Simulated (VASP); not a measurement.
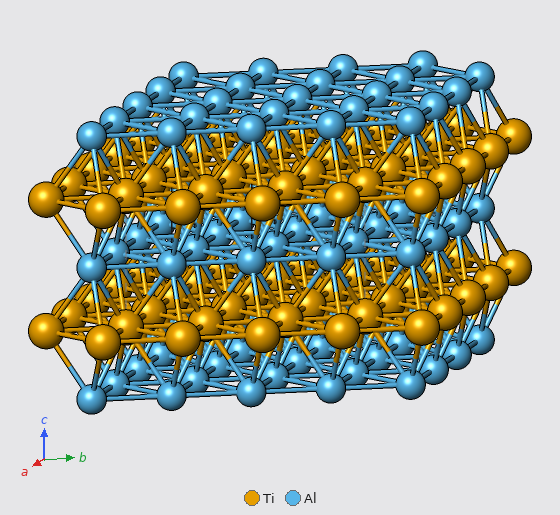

System TiAl (space group P-6m2, No. 187); source of the atomic positions: a cell listed in the Materials Project, as set up for an electronic-structure calculation.

Bonds are taken as Al–Al below 3.2 Å, Al–Ti below 3.2 Å and Ti–Ti below 3.2 Å. Simplification: prune 0- and 1-connected atoms, fold 2-connected ones into links.

Question: What kind of net remains, and which atoms are its nodes?

Answer: A uninodal 12-connected, three-periodic net: Ti and Al are 12-connected nodes.

Question: Name the underlying net.

Answer: It is the hcp net, known from hexagonal close packing.

Question: Is the net interpenetrated?

Answer: It is a single net, without interpenetration.

Question: Give the point symbol of each node (shortest cycle at each angle).

Answer: Ti and Al: 3²⁴·4³³·5⁹.

The simplified net, drawn on the atoms' positions. Nodes are coloured by element. Edges to nodes outside the piece are drawn as stubs.

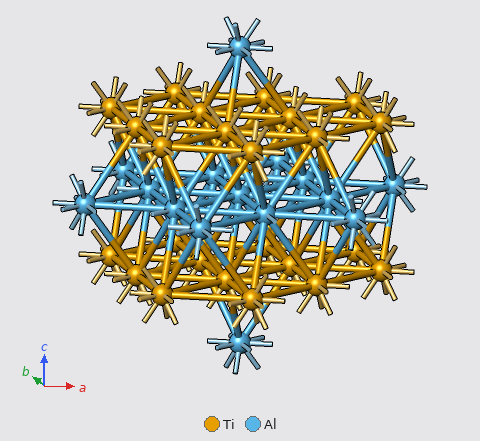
